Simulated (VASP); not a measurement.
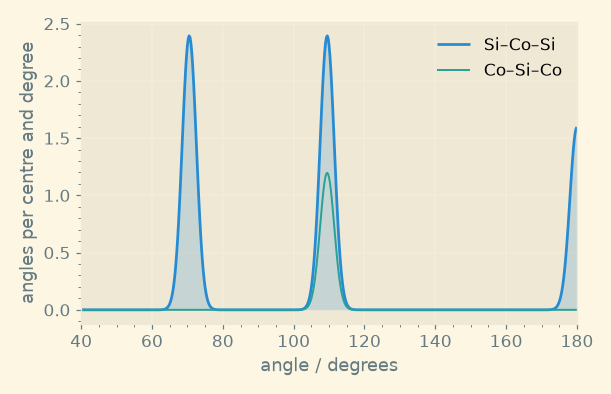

Bond-angle distributions computed from the structure of CoSi2; each angle is a Gaussian of σ = 2.0°. Bonds counted: Co–Si up to 2.89 Å. It is based on an entry of the Crystallography Open Database, as set up for an electronic-structure calculation.

Give the groups of angles for each curve.

Answer. Si–Co–Si: 71° (12 per centre); 109° (12 per centre); 180° (4 per centre)
Co–Si–Co: 109° (6 per centre)

What coordination geometry do the angles point to, counting the bonds named above alone?

Answer. Co has 8 Si neighbours in a cubic arrangement; Si has 4 Co neighbours in a tetrahedral arrangement.

The structure has space group Fm-3m (No. 225); other forms of this composition would give other results.
